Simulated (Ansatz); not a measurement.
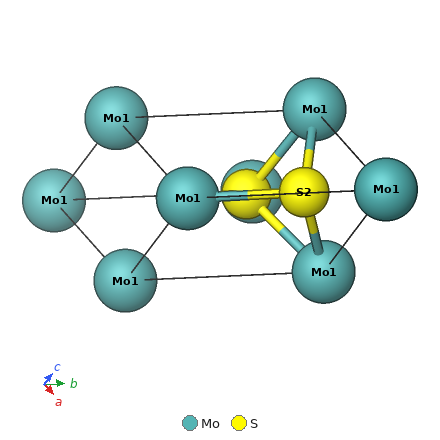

The system is MoS2 (R3m, No. 160; 3 atoms in the cell); the picture shows the reference structure. The energy is mapped over the lattice constants a and c of the conventional cell. First axis: lattice constant a (and b). Second axis: lattice constant c. Nothing is relaxed (fractional coordinates fixed). The scan uses a 5 × 5 grid. Points are written as (first, second). Energies: meV/atom, counted from the lowest grid point. The band gap closes in part of the range. Level of theory: DFT PBE+D3(BJ), scalar-relativistic, plane waves, PAW in Ansatz 0.2.0. Settings: cutoff 420 eV, k-mesh 12×12×12, gaussian smearing 0.05 eV, no spin polarisation.

Its coordinates:

```yaml
crystal:
  lattice:
    - [1.57657, 0.91024, 5.99789]
    - [-1.57657, 0.91024, 5.99789]
    - [0.00000, -1.82047, 5.99789]
  atoms:
    - { symbol: Mo, position: [0.00002, 0.00002, 0.00002] }
    - { symbol: S, position: [0.75354, 0.75354, 0.75354] }
    - { symbol: S, position: [0.57975, 0.57975, 0.57975] }
```

Range: lattice constant a (and b) from 2.995 to 3.311 Å; lattice constant c from 15.4 to 20.6 Å.

Question: What will the energy surface look like?

Answer: The lowest grid point is at (3.153 Å, 18.0 Å). It is the only kind of minimum in the scanned range. The highest grid point, (2.995 Å, 15.4 Å), lies 791 meV/atom above the lowest. Round the minimum the valley is somewhat tilted: raising lattice constant a (and b) shifts the best value of lattice constant c downwards (coupling k₁₂/√(k₁₁k₂₂) about 0.4).

```csv
"lattice constant c ↓, lattice constant a (and b) →",2.995,3.074,3.153,3.232,3.311
20.6,249,238,272,342,441
19.3,104,65,76,127,212
18.0,107,25,0,22,83
16.7,314,171,94,71,95
15.4,791,561,406,318,285
```

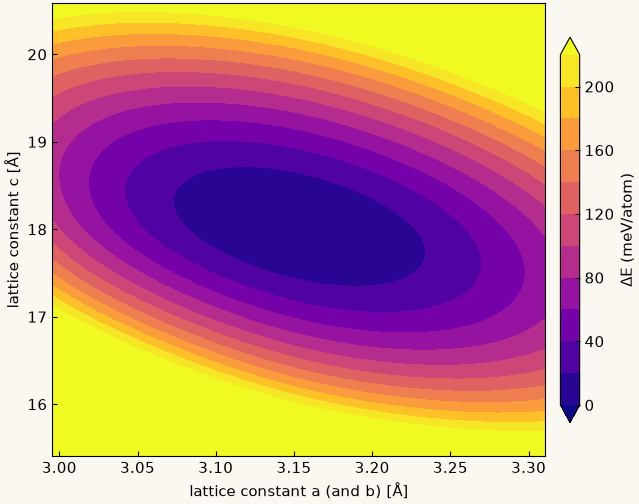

In the figure: filled contours, one colour for all values above the top of the scale. Between grid points the surface is interpolated.

The whole map (25 points run) took 8.4 min on 1 thread of Arm Neoverse V1, with other jobs on the host.

PAW datasets: the set soft_1.
